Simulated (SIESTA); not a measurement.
# Energy of Be2C along an even scaling of the cell

System: Be2C (Fm-3m, 3 atoms in the cell).
Method: Kohn-Sham DFT of a periodic cell, PBEsol, PseudoDojo 0.4 standard, converted to PSML, no spin polarisation (SIESTA 5.4.2).

The 7 runs differ only in the geometry, by an even scaling of the cell at fixed fractional positions. The structure derives from an entry of the Crystallography Open Database.

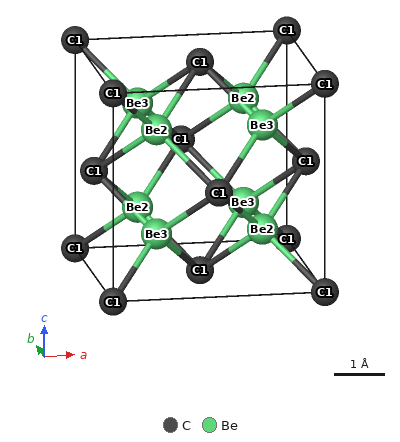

Figure 1. The structure of run 4 (ball-and-stick view of the cell 4 times as large as that of the calculation, set on its symmetry axes, seen slightly off an axis; atoms are numbered from 1 in the order of the input). An atom can appear more than once, as a periodic image.

### Input of run 4
```
SystemName                      Be2C
SystemLabel                     Be2C
NumberOfSpecies                 2
NumberOfAtoms                   3
%block ChemicalSpeciesLabel
  1   6 C
  2   4 Be
%endblock ChemicalSpeciesLabel

LatticeConstant                 1.0 Ang
%block LatticeVectors
     0.0000000000     2.1650000000     2.1650000000
     2.1650000000     0.0000000000     2.1650000000
     2.1650000000     2.1650000000     0.0000000000
%endblock LatticeVectors
AtomicCoordinatesFormat         Fractional
%block AtomicCoordinatesAndAtomicSpecies
     0.0000000000     0.0000000000     0.0000000000  1  C
     0.7500000000     0.7500000000     0.7500000000  2  Be
     0.2500000000     0.2500000000     0.2500000000  2  Be
%endblock AtomicCoordinatesAndAtomicSpecies

%block kgrid.MonkhorstPack
   11   0   0  0.0
    0  11   0  0.0
    0   0  11  0.0
%endblock kgrid.MonkhorstPack
XC.Functional                   GGA
XC.Authors                      PBEsol
PAO.BasisSize                   DZP
PAO.EnergyShift                 0.003 Ry
Mesh.Cutoff                     800 Ry
OccupationFunction              FD
ElectronicTemperature           0.05 eV
MaxSCFIterations                120
SCF.MustConverge                false
SCF.Mixer.Method                Pulay
SCF.Mixer.Weight                0.25
SCF.Mixer.History               8
SCF.DM.Tolerance                5.0e-05
SCF.H.Tolerance                 1.0e-03 eV
WriteForces                     true
Charge.Mulliken                 end
%block PAO.PolarizationScheme
  Be non-perturbative
%endblock PAO.PolarizationScheme
%block PAO.Basis
  Be 3
  n=1 0 2
    2.113 0.000
  n=2 0 2
    8.826 0.000
  n=2 1 1
    8.826
%endblock PAO.Basis
```

Command:
```bash
siesta < Be2C.fdf > Be2C.out 2>&1
```

Run 3 differs from it as follows:
```diff
-     0.0000000000     2.1650000000     2.1650000000
-     2.1650000000     0.0000000000     2.1650000000
-     2.1650000000     2.1650000000     0.0000000000
+     0.0000000000     2.1504693608     2.1504693608
+     2.1504693608     0.0000000000     2.1504693608
+     2.1504693608     2.1504693608     0.0000000000
```

### Results, with one run withheld

```csv
run,volume per atom (Å³),"free energy per atom, from the lowest run given (meV)",pressure (GPa),gap on the mesh (eV)
1,6.359,17.33,14.23,1.00
2,6.495,7.53,9.00,1.02
3,6.630,?,?,?
4,6.765,0.00,0.47,1.07
5,6.901,1.09,−3.00,1.09
6,7.036,5.11,−6.55,1.11
7,7.171,12.22,−10.25,1.12
```

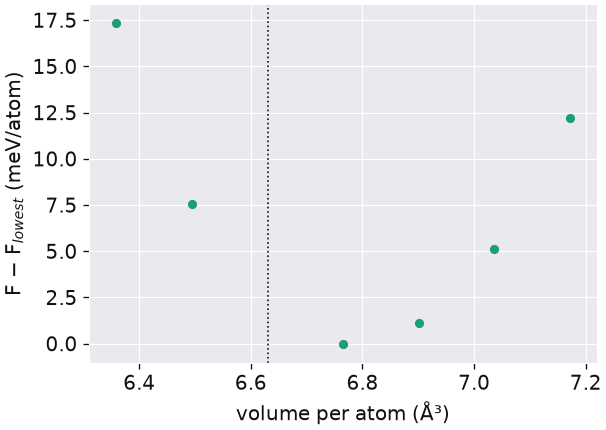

Figure 2. Free energy per atom of the runs given; the dotted line marks run 3.

What should run 3 give?

A cubic polynomial in V^(−2/3) (the Birch–Murnaghan form), fitted to the 6 runs given, misses them by at most 0.14 meV per atom. With x = V^(−2/3) − 0.27922 Å⁻², it reads F = −0.14379 + 28.663 x + 1.1749e+05 x² − 1.0678e+05 x³ (meV per atom). At run 3 it gives 1.97 meV per atom, and the run itself gives 1.98. The slope of the fit gives a pressure −dF/dV of 4.54 GPa there, and the run prints 4.35 GPa. The two needn't agree exactly: the fit is approximate, and the printed stress is taken on a finite basis. The fit has its minimum at 6.782 Å³ per atom, where V d²F/dV² gives 192 GPa: the bulk modulus at this level, since symmetry fixes the shape and the positions. The gap on the mesh goes, without turning, from 1.00 eV in run 1 to 1.12 eV in run 7; run 3 has 1.05 eV. These are gaps of this functional on this mesh, which can miss the band edges; they aren't the measured gap.

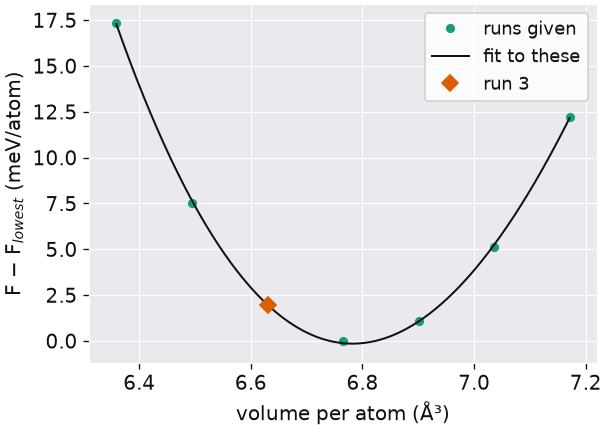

Figure 3. The fit and the withheld run.

### Some lines of the output (run 3)
```
[...]
outcell: Cell volume (Ang**3)        :     19.8898
stepf: Fermi-Dirac step function
siesta: Etot    =      -918.359396
siesta: FreeEng =      -918.359396
        iscf     Eharris(eV)        E_KS(eV)     FreeEng(eV)     dDmax    Ef(eV) dHmax(eV)
siesta: E_KS(eV) =             -918.8411
siesta: E_KS - E_eggbox =      -918.8411
siesta: Etot    =      -918.841093
siesta: FreeEng =      -918.841094
siesta:         Fermi =     -14.642266
siesta: Cell volume =         19.889771 Ang**3
    Orbital volume contribution        =           3.088881 eV
```

Notes: Points of doubt noted for this run: mulliken charges of long orbitals. With a small basis of atomic orbitals these values can differ much from converged plane-wave results.
